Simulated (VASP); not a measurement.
## CrI₃: geometry relaxation (part 5 of 6)

Continued. System: CrI₃ (R-3, 8 atoms in the cell). Method: Kohn-Sham DFT of a periodic cell, PBE with D3(BJ), VASP PAW PBE potentials, recommended, spin-polarised (VASP 6.6.1); cutoff 600 eV, 6×6×5 k-mesh, Gaussian smearing of 0.03 eV, collinear spins. The structure was built on a prototype by a generator; it need not be a known phase.

Geometry of the input (Å; fractional positions):
```
3.4162  1.9723  6.6214
-3.4162  1.9723  6.6214
0.0000  -3.9447  6.6214
Cr 0.1667  0.1667  0.1667
Cr 0.8333  0.8333  0.8333
I  0.7553  0.0887  0.4220
I  0.4220  0.7553  0.0887
I  0.0887  0.4220  0.7553
I  0.5780  0.2447  0.9113
I  0.9113  0.5780  0.2447
I  0.2447  0.9113  0.5780
```

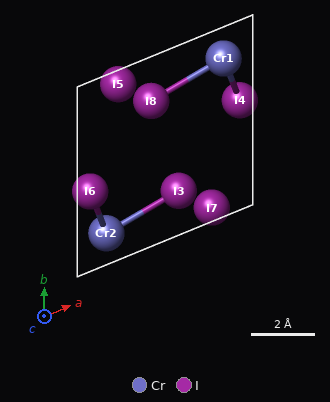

Fig. 1: The geometry at step 5 of the log (ball-and-stick view of the reduced cell, along the c axis; atoms are numbered from 1 in the order of the input).

### Parts of OUTCAR, continued
```
 k-point     2 :       0.1667   -0.0000    0.0000
  band No.  band energies     occupation
      1     -36.9539      1.00000
      2     -36.9527      1.00000
      3     -36.9299      1.00000
      4     -36.9297      1.00000
      5     -36.9261      1.00000
      6     -36.9259      1.00000
      7      -8.9995      1.00000
      8      -8.0385      1.00000
      9      -7.9624      1.00000
     10      -7.8967      1.00000
     11      -7.8164      1.00000
     12      -7.7968      1.00000
     13      -0.3418      1.00000
     14      -0.2832      1.00000
     15       0.3291      1.00000
     16       0.4318      1.00000
     17       0.5493      1.00000
     18       0.7552      1.00000
     19       1.1949      1.00000
     20       1.8082      1.00000
     21       1.8559      1.00000
     22       1.9365      1.00000
     23       2.1668      1.00000
     24       2.2655      1.00000
     25       2.3326      1.00000
     26       3.1700      1.00000
     27       3.2295      1.00000
     28       3.4425      1.00000
     29       3.7773      1.00000
     30       3.8407      1.00000
     31       5.8683      0.00000
     32       5.9543      0.00000
     33       6.0051      0.00000
     34       6.1409      0.00000
     35       6.2162      0.00000
     36       6.2295      0.00000
     37       6.6687      0.00000
     38       6.7122      0.00000
     39       6.8445      0.00000
     40       6.9164      0.00000
     41       9.6251      0.00000
     42       9.8120      0.00000

 k-point     3 :       0.3333   -0.0000   -0.0000
  band No.  band energies     occupation
      1     -36.9537      1.00000
      2     -36.9529      1.00000
      3     -36.9301      1.00000
      4     -36.9292      1.00000
      5     -36.9266      1.00000
      6     -36.9257      1.00000
      7      -8.8120      1.00000
      8      -8.1930      1.00000
      9      -7.9760      1.00000
     10      -7.9303      1.00000
     11      -7.8595      1.00000
     12      -7.8221      1.00000
     13      -0.3991      1.00000
     14      -0.0420      1.00000
     15       0.1350      1.00000
     16       0.5231      1.00000
     17       0.6688      1.00000
     18       1.2151      1.00000
     19       1.5222      1.00000
     20       1.6620      1.00000
     21       1.7250      1.00000
     22       2.0103      1.00000
     23       2.3297      1.00000
     24       2.4526      1.00000
     25       2.5320      1.00000
     26       2.6081      1.00000
     27       2.9116      1.00000
     28       3.2203      1.00000
     29       3.5863      1.00000
     30       3.6470      1.00000
     31       5.8065      0.00000
     32       5.8315      0.00000
     33       6.1307      0.00000
     34       6.1806      0.00000
     35       6.2445      0.00000
     36       6.3131      0.00000
     37       6.5587      0.00000
     38       6.6961      0.00000
     39       6.8390      0.00000
     40       6.9084      0.00000
     41       9.3014      0.00000
     42       9.8040      0.00000

 k-point     4 :       0.5000    0.0000    0.0000
  band No.  band energies     occupation
      1     -36.9536      1.00000
      2     -36.9531      1.00000
      3     -36.9301      1.00000
      4     -36.9289      1.00000
      5     -36.9269      1.00000
      6     -36.9256      1.00000
      7      -8.6170      1.00000
      8      -8.4068      1.00000
      9      -7.9448      1.00000
     10      -7.9193      1.00000
     11      -7.8767      1.00000
     12      -7.8699      1.00000
     13      -0.4364      1.00000
     14       0.0573      1.00000
     15       0.1718      1.00000
     16       0.6929      1.00000
     17       0.9483      1.00000
     18       1.2341      1.00000
     19       1.3181      1.00000
     20       1.5747      1.00000
     21       1.8341      1.00000
     22       1.8630      1.00000
     23       2.0087      1.00000
     24       2.5263      1.00000
     25       2.7055      1.00000
     26       2.8450      1.00000
     27       2.8569      1.00000
     28       3.2528      1.00000
     29       3.2980      1.00000
     30       3.6144      1.00000
     31       5.7081      0.00000
     32       5.7770      0.00000
     33       6.1422      0.00000
     34       6.2365      0.00000
     35       6.2427      0.00000
     36       6.3496      0.00000
     37       6.5222      0.00000
     38       6.7446      0.00000
     39       6.8642      0.00000
     40       6.8837      0.00000
     41       9.0982      0.00000
     42       9.4136      0.00000

 k-point     5 :       0.1667    0.1667    0.0000
  band No.  band energies     occupation
      1     -36.9539      1.00000
      2     -36.9527      1.00000
      3     -36.9299      1.00000
      4     -36.9297      1.00000
      5     -36.9261      1.00000
      6     -36.9259      1.00000
      7      -8.9856      1.00000
      8      -8.0588      1.00000
      9      -7.9338      1.00000
     10      -7.9249      1.00000
     11      -7.8273      1.00000
     12      -7.7887      1.00000
     13      -0.3009      1.00000
     14      -0.2656      1.00000
     15       0.3327      1.00000
     16       0.4400      1.00000
     17       0.5971      1.00000
     18       0.7724      1.00000
     19       1.2090      1.00000
     20       1.7547      1.00000
     21       1.8439      1.00000
     22       1.9405      1.00000
     23       2.1747      1.00000
     24       2.2632      1.00000
     25       2.3057      1.00000
     26       3.1482      1.00000
     27       3.1950      1.00000
     28       3.4347      1.00000
     29       3.7405      1.00000
     30       3.7664      1.00000
     31       5.8617      0.00000
     32       5.9784      0.00000
     33       6.0251      0.00000
     34       6.1457      0.00000
     35       6.1967      0.00000
     36       6.2490      0.00000
     37       6.6524      0.00000
     38       6.7310      0.00000
     39       6.8182      0.00000
     40       6.8901      0.00000
     41       9.5290      0.00000
     42       9.9600      0.00000

 [... the levels of 18 k-points are left out ...]

 k-point    24 :       0.0000    0.1667    0.2000
  band No.  band energies     occupation
      1     -36.9539      1.00000
      2     -36.9527      1.00000
      3     -36.9299      1.00000
      4     -36.9296      1.00000
      5     -36.9262      1.00000
      6     -36.9258      1.00000
      7      -8.9670      1.00000
      8      -8.0577      1.00000
      9      -7.9545      1.00000
     10      -7.9293      1.00000
     11      -7.8338      1.00000
     12      -7.7871      1.00000
     13      -0.3103      1.00000
     14      -0.2358      1.00000
     15       0.3197      1.00000
     16       0.4533      1.00000
     17       0.5904      1.00000
     18       0.8143      1.00000
     19       1.2737      1.00000
     20       1.7672      1.00000
     21       1.8547      1.00000
     22       1.9101      1.00000
     23       2.1576      1.00000
     24       2.2874      1.00000
     25       2.3530      1.00000
     26       3.1017      1.00000
     27       3.1460      1.00000
     28       3.3859      1.00000
     29       3.7020      1.00000
     30       3.7267      1.00000
     31       5.8570      0.00000
     32       5.9887      0.00000
     33       6.0265      0.00000
     34       6.1580      0.00000
     35       6.1958      0.00000
     36       6.2533      0.00000
     37       6.6447      0.00000
     38       6.7280      0.00000
     39       6.7935      0.00000
     40       6.8975      0.00000
     41       9.5235      0.00000
     42      10.0633      0.00000

 [... further k-points ...]

------------------------ aborting loop because EDIFF is reached ----------------------------------------

 Edisp (eV)   -3.00280

 E8    (eV) :    -1.3412

  FORCE on cell =-STRESS in cart. coord.  units (eV):
  Direction    XX          YY          ZZ          XY          YZ          ZX
  --------------------------------------------------------------------------------------
  -------------------------------------------------------------------------------------
  Total       0.06919     0.06919    -0.03826    -0.00000     0.00000    -0.00000
  in kB       0.42414     0.42414    -0.23454    -0.00000     0.00000    -0.00000
  external pressure =        0.20 kB  Pullay stress =        0.00 kB

 VOLUME and BASIS-vectors are now :
 -----------------------------------------------------------------------------
  energy-cutoff  :      600.00
  volume of cell :      261.38
      direct lattice vectors                 reciprocal lattice vectors
     3.406090071  1.966507135  6.503755770     0.146795879  0.084752645  0.051252437
    -3.406090171  1.966506962  6.503755770    -0.146795883  0.084752638  0.051252437
     0.000000100 -3.933014096  6.503755770     0.000000004 -0.169505283  0.051252437

 POSITION                                       TOTAL-FORCE (eV/Angst)
 -----------------------------------------------------------------------------------
      0.00000      0.00000      3.24250         0.000000      0.000000     -0.002215
      0.00000      0.00000     16.26877        -0.000000     -0.000000      0.002215
      2.37603     -0.00858      8.20008        -0.004231     -0.000933     -0.002858
     -1.18059      2.06200      8.20008         0.002923     -0.003198     -0.002858
     -1.19545     -2.05342      8.20008         0.001308      0.004130     -0.002858
      1.18059     -2.06200     11.31119        -0.002923      0.003198      0.002858
      1.19545      2.05342     11.31119        -0.001308     -0.004130      0.002858
     -2.37603      0.00858     11.31119         0.004231      0.000933      0.002858
 -----------------------------------------------------------------------------------
    total drift:                                0.000000     -0.000000      0.000000

  FREE ENERGIE OF THE ION-ELECTRON SYSTEM (eV)
  ---------------------------------------------------
  free  energy   TOTEN  =       -34.4672809743 eV

  energy  without entropy=      -34.4672809743  energy(sigma->0) =      -34.46728097

 reached required accuracy - stopping structural energy minimisation

 total charge

# of ion       s       p       d       tot
------------------------------------------
    1        0.251   6.223   4.060  10.534
    2        0.251   6.223   4.060  10.534
    3        1.515   2.770   0.026   4.310
    4        1.515   2.770   0.026   4.310
    5        1.515   2.770   0.026   4.310
    6        1.515   2.770   0.026   4.310
    7        1.515   2.770   0.026   4.310
    8        1.515   2.770   0.026   4.310
--------------------------------------------------
tot          9.592  29.065   8.274  46.931

 magnetization (x)

# of ion       s       p       d       tot
------------------------------------------
    1        0.035   0.034   2.909   2.978
    2        0.035   0.034   2.909   2.978
    3       -0.001  -0.063   0.005  -0.059
    4       -0.001  -0.063   0.005  -0.059
    5       -0.001  -0.063   0.005  -0.059
    6       -0.001  -0.063   0.005  -0.059
    7       -0.001  -0.063   0.005  -0.059
    8       -0.001  -0.063   0.005  -0.059
--------------------------------------------------
tot          0.065  -0.311   5.849   5.603
```

### CONTCAR
```
CrI3
   1.00000000000000
     3.4060900708418784    1.9665071345463143    6.5037557703750499
    -3.4060901706836297    1.9665069616153281    6.5037557703750499
     0.0000000998417511   -3.9330140961616427    6.5037557703750499
  Cr              I
     2     6
Direct
     0.1661858582980946    0.1661858582980946    0.1661858582980946
     0.8338141417019055    0.8338141417019055    0.8338141417019055
     0.7683387447448778    0.0707548410250492    0.4217281126798338
     0.4217281126798335    0.7683387447448775    0.0707548410250497
     0.0707548410250494    0.4217281126798341    0.7683387447448772
     0.5782718873201665    0.2316612552551225    0.9292451589749503
     0.9292451589749504    0.5782718873201660    0.2316612552551228
     0.2316612552551223    0.9292451589749510    0.5782718873201662

  0.00000000E+00  0.00000000E+00  0.00000000E+00
  0.00000000E+00  0.00000000E+00  0.00000000E+00
  0.00000000E+00  0.00000000E+00  0.00000000E+00
  0.00000000E+00  0.00000000E+00  0.00000000E+00
  0.00000000E+00  0.00000000E+00  0.00000000E+00
  0.00000000E+00  0.00000000E+00  0.00000000E+00
  0.00000000E+00  0.00000000E+00  0.00000000E+00
  0.00000000E+00  0.00000000E+00  0.00000000E+00
```

### Trajectory as extended XYZ (Å, eV, eV/Å), 13 frames, from step=0 to step=12
```
8
Lattice="3.4162 1.9723 6.6214 -3.4162 1.9723 6.6214 0.0000 -3.9447 6.6214" Properties=species:S:1:pos:R:3:forces:R:3 step=0 energy=-34.31669
Cr    0.0000    0.0000    3.3107    0.0000   0.0000  -0.0122
Cr    0.0000    0.0000   16.5534    0.0000   0.0000   0.0122
I     2.2775    0.0000    8.3827    0.4293  -0.0180   0.1041
I    -1.1387    1.9723    8.3827   -0.1990   0.3808   0.1041
I    -1.1387   -1.9723    8.3827   -0.2302  -0.3628   0.1041
I     1.1387   -1.9723   11.4815    0.1990  -0.3808  -0.1041
I     1.1387    1.9723   11.4815    0.2302   0.3628  -0.1041
I    -2.2775    0.0000   11.4815   -0.4293   0.0180  -0.1041
8
Lattice="3.3631 1.9417 6.5410 -3.3631 1.9417 6.5410 0.0000 -3.8834 6.5410" Properties=species:S:1:pos:R:3:forces:R:3 step=1 energy=-34.39083
Cr    0.0000    0.0000    3.2699    0.0000   0.0000  -0.0162
Cr    0.0000    0.0000   16.3531    0.0000   0.0000   0.0162
I     2.2625   -0.0009    8.2859    0.2004  -0.0170  -0.1814
I    -1.1305    1.9598    8.2859   -0.0855   0.1820  -0.1814
I    -1.1320   -1.9589    8.2859   -0.1149  -0.1651  -0.1814
I     1.1305   -1.9598   11.3371    0.0855  -0.1820   0.1814
I     1.1320    1.9589   11.3371    0.1149   0.1651   0.1814
I    -2.2625    0.0009   11.3371   -0.2004   0.0170   0.1814
8
Lattice="3.3681 1.9446 6.5485 -3.3681 1.9446 6.5485 0.0000 -3.8891 6.5485" Properties=species:S:1:pos:R:3:forces:R:3 step=2 energy=-34.39172
Cr    0.0000    0.0000    3.2738    0.0000   0.0000  -0.0157
Cr    0.0000    0.0000   16.3719    0.0000   0.0000   0.0157
I     2.2639   -0.0008    8.2950    0.2247  -0.0171  -0.1518
I    -1.1313    1.9610    8.2950   -0.0975   0.2032  -0.1518
I    -1.1326   -1.9602    8.2950   -0.1272  -0.1860  -0.1518
I     1.1313   -1.9610   11.3507    0.0975  -0.2032   0.1518
I     1.1326    1.9602   11.3507    0.1272   0.1860   0.1518
I    -2.2639    0.0008   11.3507   -0.2247   0.0171   0.1518
8
Lattice="3.3696 1.9455 6.5599 -3.3696 1.9455 6.5599 0.0000 -3.8909 6.5599" Properties=species:S:1:pos:R:3:forces:R:3 step=3 energy=-34.41513
Cr    0.0000    0.0000    3.2786    0.0000   0.0000  -0.0151
Cr    0.0000    0.0000   16.4011    0.0000   0.0000   0.0151
I     2.2789   -0.0017    8.3029    0.1807  -0.0146  -0.1117
I    -1.1379    1.9744    8.3029   -0.0778   0.1638  -0.1117
I    -1.1409   -1.9727    8.3029   -0.1030  -0.1493  -0.1117
I     1.1379   -1.9744   11.3768    0.0778  -0.1638   0.1117
I     1.1409    1.9727   11.3768    0.1030   0.1493   0.1117
I    -2.2789    0.0017   11.3768   -0.1807   0.0146   0.1117
8
Lattice="3.3743 1.9482 6.5940 -3.3743 1.9482 6.5940 0.0000 -3.8963 6.5940" Properties=species:S:1:pos:R:3:forces:R:3 step=4 energy=-34.45251
Cr    0.0000    0.0000    3.2931    0.0000   0.0000  -0.0141
Cr    0.0000    0.0000   16.4888    0.0000   0.0000   0.0141
I     2.3240   -0.0046    8.3268    0.0604  -0.0063   0.0015
I    -1.1580    2.0149    8.3268   -0.0248   0.0554   0.0015
I    -1.1660   -2.0103    8.3268   -0.0356  -0.0492   0.0015
I     1.1580   -2.0149   11.4550    0.0248  -0.0554  -0.0015
I     1.1660    2.0103   11.4550    0.0356   0.0492  -0.0015
I    -2.3240    0.0046   11.4550   -0.0604   0.0063  -0.0015
8
Lattice="3.3757 1.9490 6.6040 -3.3757 1.9490 6.6040 0.0000 -3.8979 6.6040" Properties=species:S:1:pos:R:3:forces:R:3 step=5 energy=-34.45471
Cr    0.0000    0.0000    3.2973    0.0000   0.0000  -0.0132
Cr    0.0000    0.0000   16.5145    0.0000   0.0000   0.0132
I     2.3372   -0.0054    8.3338    0.0283  -0.0036   0.0328
I    -1.1639    2.0268    8.3338   -0.0111   0.0263   0.0328
I    -1.1733   -2.0214    8.3338   -0.0173  -0.0227   0.0328
I     1.1639   -2.0268   11.4780    0.0111  -0.0263  -0.0328
I     1.1733    2.0214   11.4780    0.0173   0.0227  -0.0328
I    -2.3372    0.0054   11.4780   -0.0283   0.0036  -0.0328
8
Lattice="3.3966 1.9610 6.5576 -3.3966 1.9610 6.5576 0.0000 -3.9221 6.5576" Properties=species:S:1:pos:R:3:forces:R:3 step=6 energy=-34.46442
Cr    0.0000    0.0000    3.2727    0.0000   0.0000  -0.0090
Cr    0.0000    0.0000   16.4002    0.0000   0.0000   0.0090
I     2.3604   -0.0062    8.2753    0.0214  -0.0047   0.0094
I    -1.1748    2.0472    8.2753   -0.0067   0.0209   0.0094
I    -1.1855   -2.0410    8.2753   -0.0148  -0.0162   0.0094
I     1.1748   -2.0472   11.3976    0.0067  -0.0209  -0.0094
I     1.1855    2.0410   11.3976    0.0148   0.0162  -0.0094
I    -2.3604    0.0062   11.3976   -0.0214   0.0047  -0.0094
8
Lattice="3.4091 1.9683 6.5300 -3.4091 1.9683 6.5300 0.0000 -3.9365 6.5300" Properties=species:S:1:pos:R:3:forces:R:3 step=7 energy=-34.46620
Cr    0.0000    0.0000    3.2581    0.0000   0.0000  -0.0064
Cr    0.0000    0.0000   16.3319    0.0000   0.0000   0.0064
I     2.3742   -0.0066    8.2404    0.0175  -0.0054  -0.0047
I    -1.1813    2.0594    8.2404   -0.0040   0.0178  -0.0047
I    -1.1929   -2.0528    8.2404   -0.0134  -0.0124  -0.0047
I     1.1813   -2.0594   11.3496    0.0040  -0.0178   0.0047
I     1.1929    2.0528   11.3496    0.0134   0.0124   0.0047
I    -2.3742    0.0066   11.3496   -0.0175   0.0054   0.0047
8
Lattice="3.4102 1.9689 6.5277 -3.4102 1.9689 6.5277 0.0000 -3.9377 6.5277" Properties=species:S:1:pos:R:3:forces:R:3 step=8 energy=-34.46621
Cr    0.0000    0.0000    3.2568    0.0000   0.0000  -0.0062
Cr    0.0000    0.0000   16.3262    0.0000   0.0000   0.0062
I     2.3754   -0.0067    8.2374    0.0171  -0.0055  -0.0057
I    -1.1819    2.0605    8.2374   -0.0037   0.0175  -0.0057
I    -1.1935   -2.0538    8.2374   -0.0133  -0.0120  -0.0057
I     1.1819   -2.0605   11.3456    0.0037  -0.0175   0.0057
I     1.1935    2.0538   11.3456    0.0133   0.0120   0.0057
I    -2.3754    0.0067   11.3456   -0.0171   0.0055   0.0057
8
Lattice="3.4056 1.9662 6.5018 -3.4056 1.9662 6.5018 0.0000 -3.9324 6.5018" Properties=species:S:1:pos:R:3:forces:R:3 step=9 energy=-34.46616
Cr    0.0000    0.0000    3.2431    0.0000   0.0000  -0.0062
Cr    0.0000    0.0000   16.2623    0.0000   0.0000   0.0062
I     2.3751   -0.0073    8.2042   -0.0163  -0.0044  -0.0505
I    -1.1812    2.0605    8.2042    0.0119  -0.0119  -0.0505
I    -1.1939   -2.0532    8.2042    0.0044   0.0163  -0.0505
I     1.1812   -2.0605   11.3012   -0.0119   0.0119   0.0505
I     1.1939    2.0532   11.3012   -0.0044  -0.0163   0.0505
I    -2.3751    0.0073   11.3012    0.0163   0.0044   0.0505
8
Lattice="3.4080 1.9676 6.5153 -3.4080 1.9676 6.5153 0.0000 -3.9352 6.5153" Properties=species:S:1:pos:R:3:forces:R:3 step=10 energy=-34.46665
Cr    0.0000    0.0000    3.2503    0.0000   0.0000  -0.0062
Cr    0.0000    0.0000   16.2955    0.0000   0.0000   0.0062
I     2.3752   -0.0070    8.2215    0.0012  -0.0050  -0.0271
I    -1.1816    2.0605    8.2215    0.0037   0.0035  -0.0271
I    -1.1937   -2.0535    8.2215   -0.0049   0.0015  -0.0271
I     1.1816   -2.0605   11.3243   -0.0037  -0.0035   0.0271
I     1.1937    2.0535   11.3243    0.0049  -0.0015   0.0271
I    -2.3752    0.0070   11.3243   -0.0012   0.0050   0.0271
```
